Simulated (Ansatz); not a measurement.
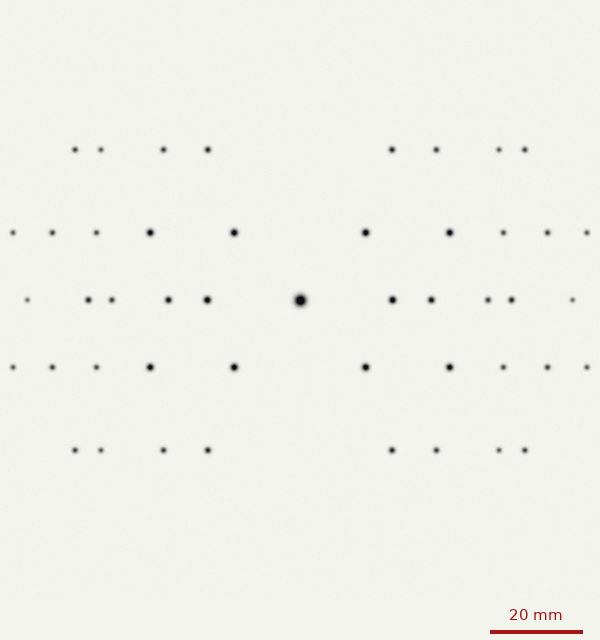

Simulated X-ray rotation photograph: Mo Kα radiation (λ = 0.7107 Å), cylindrical film of radius 57.3 mm unrolled, rotation axis vertical and normal to the beam, kinematic intensities without Lorentz or polarisation factors, the film spanning ±63° about the beam; spots down to d = 0.67 Å.

Measure the layer lines and find the identity period along the axis.

Answer. The first layer line lies 14.8 mm from the equator, so tan ν = 0.258, sin ν = 0.250 and the period is λ/sin ν = 2.85 Å. Further lines follow at 33.0 mm.

The crystal is Ni, space group Im-3m (No. 229), a = 2.848 Å. Structure: the end point of a relaxation with DFT, BLYP, plane waves (420 eV) with PAW, scalar-relativistic (Ansatz 0.2.0); the starting structure was generated, so it need not be a known form of this composition.

About which axis was it rotated?

Answer. About [001] (or an equivalent direction), whose length in the conventional cell is 2.848 Å.
